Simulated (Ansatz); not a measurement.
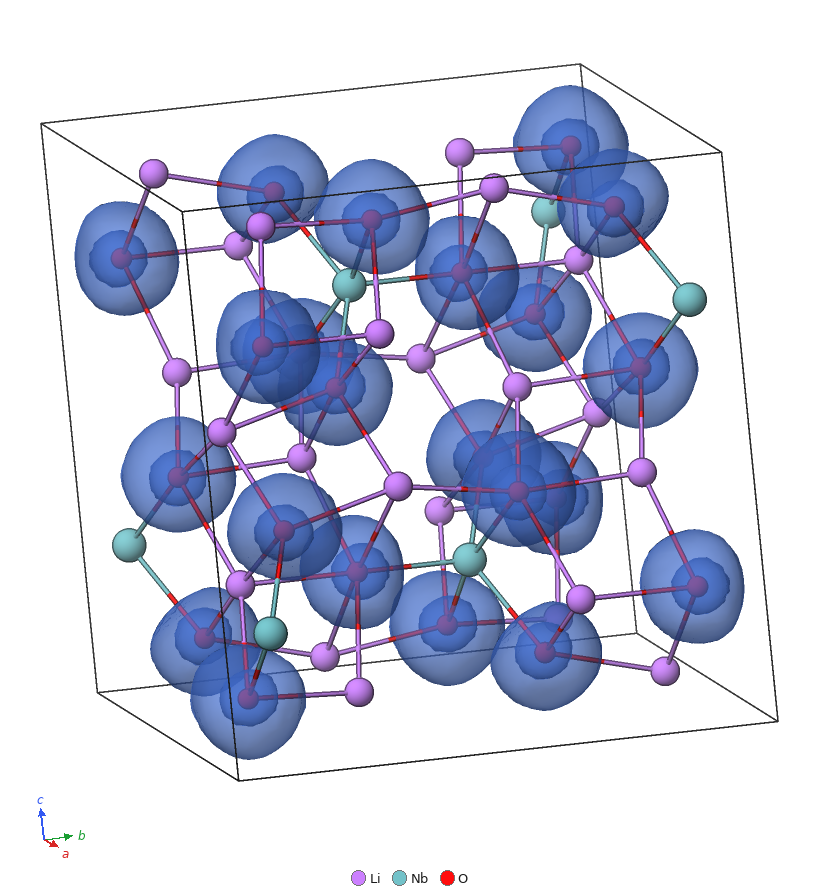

Figure 1: Li5NbO5. Isosurface of the ELF at 0.75 (blue), seen slightly off an axis. Only the valence region is drawn (cores and ρ < 0.01 e/Å³ removed). Sticks mark near contacts.

Space group C2/c; a structure from a database of computed crystals, not necessarily the ambient phase; changed on purpose from its base cell (volume × 0.91, shape and atoms relaxed); computed pressure about 9 GPa in this cell.

Level of theory: DFT PBEsol, scalar-relativistic, plane waves, PAW in Ansatz 0.2.0.

In a PAW calculation such maps are meaningful between the atoms, not at the nuclei.

> Describe the localisation domains.

At this value the surface marks out 20 regions wrapped around O (the valence shell of each), counted in one cell of 44 atoms. Any copies at cell faces, edges or corners count once.

Values along the shortest contacts:
Nb–O (1.84 Å): the ELF peaks at about 0.80 in the valence shell of O, 0.6 Å from its nucleus, and drops to about 0.30 between the two atoms. Li–O (1.87 Å): the ELF peaks at about 0.85 in the valence shell of O, 0.6 Å from its nucleus, and falls to about 0.05 next to Li: a closed-shell, largely ionic contact.

> Does the calculation make it a metal, or give it a gap?

It is gapped, with a Kohn–Sham gap of 4.0 eV on the k-point mesh (the band edges may lie off the mesh, which would make the gap smaller).
